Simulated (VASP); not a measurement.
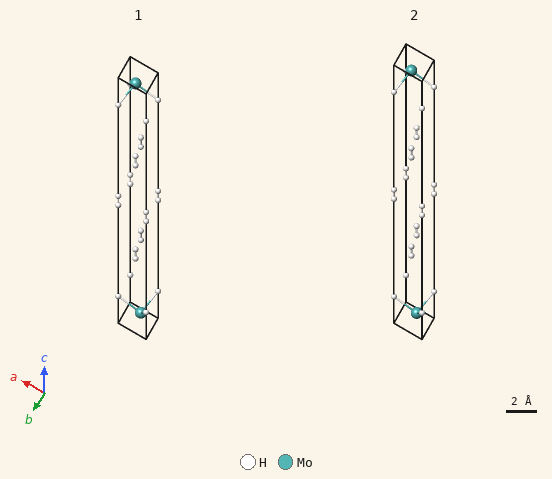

Two geometries of crystalline MoH$_{6}$ (a generated structure, set up in P-3m1), drawn at one scale. One is the start of a relaxation, the other its converged end. A ball-and-stick model of the cell of the calculation, seen from a free direction.

These are results of Kohn-Sham DFT of a periodic cell, PBE, VASP PAW PBE potentials, recommended in VASP 6.6.1, not measurements. (plane-wave cutoff 520 eV; k-point mesh 12 × 12 × 2; occupations gaussian; smearing width 0.1 eV; no spin polarisation)

Q: Which of the two is the end point?

A: Structure 2 is the relaxed one. The run lets cell and atoms move. The largest moves relative to the cell, 0.14 Å, are those of H atoms. Largest moves by element: H 0.14 Å, Mo 0.08 Å. The drawn cell changes as follows: a = b 2.807 → 2.830 Å (+0.8 %), c 20.015 → 21.044 Å (+5.1 %); the volume changes by +6.8 %. Some distances before and after: Mo–Mo 2.807 → 2.830 Å, Mo–Mo 2.835 → 2.815 Å. The space group stays P-3m1 (No. 164). The energy falls by 1.7 meV per atom in 30 geometry steps. The largest force component goes from 0.22 to 0.0087 eV/Å. The pressure goes from 0.64 to 0.01 GPa.
